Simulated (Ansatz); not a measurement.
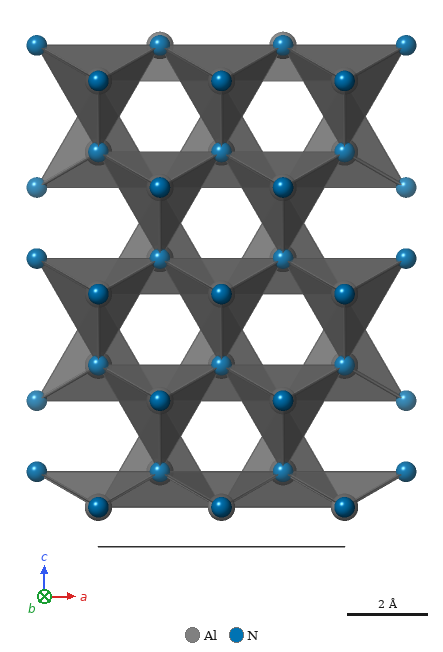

Reference structure: a (1 0 0) slab of AlN as cut from the relaxed bulk. Style: polyhedral. Shown: the 2 × 1 repeat of the cell, outlined in the plane, without the vacuum, along the b axis.

Theory: DFT PBEsol, scalar-relativistic, plane waves, PAW (Ansatz 0.2.0). Set-up: plane-wave cutoff 420 eV; occupations gaussian; no spin polarisation. The k-mesh is chosen for each cell (12×12×6, 9×6×1). Smearing widths differ between the runs.

Change: The atoms of the slab are relaxed at the bulk's in-plane cell.

> What does the calculation give for the changed structure?

The surface energy (mean of the two faces) falls from 2.83 to 2.32 J/m². The top spacing, between the AlN and AlN planes, goes from 0.90 to 0.71 Å (−21.3 %), the bottom one (AlN to AlN) from 0.90 to 0.71 Å (−21.3 %). The top plane rumples by 0.22 Å. The cell stays as it was. The largest moves relative to the layer's centre, 0.29 Å, are those of Al atoms. Largest moves by element: Al 0.29 Å, N 0.05 Å. Some distances before and after: Al–N 1.904 → 1.768 to 1.910 Å, Al–N 1.891 → 1.834 to 1.960 Å.

The changed structure in the same view:

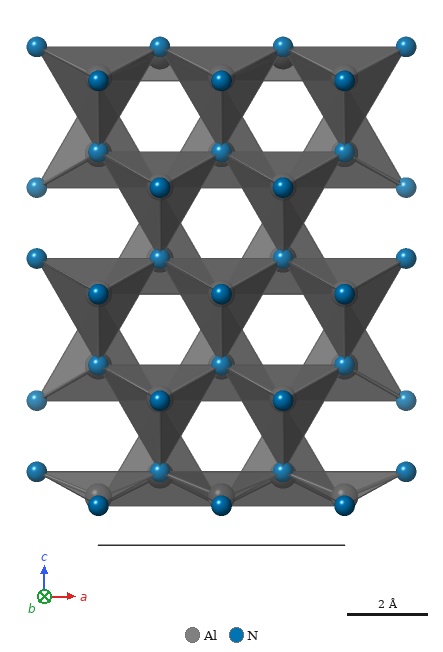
